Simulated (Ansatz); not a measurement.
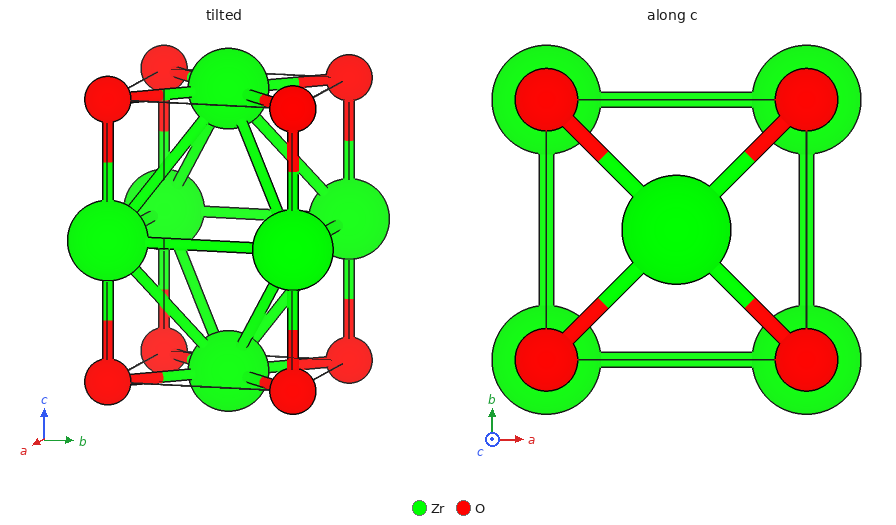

The image is a ball-and-stick drawing of a crystal, viewed slightly off an axis and along the c axis. The frame is the conventional unit cell; atoms at its boundary are shown with their periodic copies. Cell: a = 3.18 Å, b = 3.18 Å, c = 4.71 Å, α = 90.00°, β = 90.00°, γ = 90.00°.

Its origin is a random cell made by a generator, so it need not be a real form of the compound. Earlier steps of the study, as a rule a relaxation of our own, may have changed the cell and positions, so they can lie some per cent off the listed ones. It went into a calculation with Ansatz.

> In words:

The solid is Zr₂O. Its lattice is primitive tetragonal, its space group P4/mmm (No. 123). The cell comprises 1 formula unit: 2 Zr, 1 O. Neighbours within bonding distance: Zr 14 to 16 (mean 15.0) and O 6.

Method used: DFT r2SCAN, scalar-relativistic, plane waves, PAW in Ansatz 0.2.0. It ran with a cutoff energy of 500 eV, a 14×14×10 grid in reciprocal space, Gaussian smearing of 0.1 eV, no spin polarisation.

> Metal or not?

A metal: bands cross the Fermi level.

> How are the electrons shared out in a Bader analysis?

Zr +0.49 to +1.06 e; O -1.55 e.

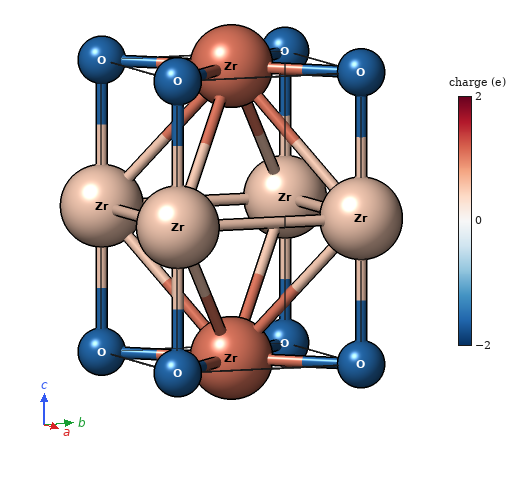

The atoms coloured by those charges. The run's cell of 3 atoms is drawn.

> Is the structure relaxed at this level of theory?

No. All forces vanish to within 0.01 eV/Å. The pressure is -1.0 GPa, so the cell would contract.
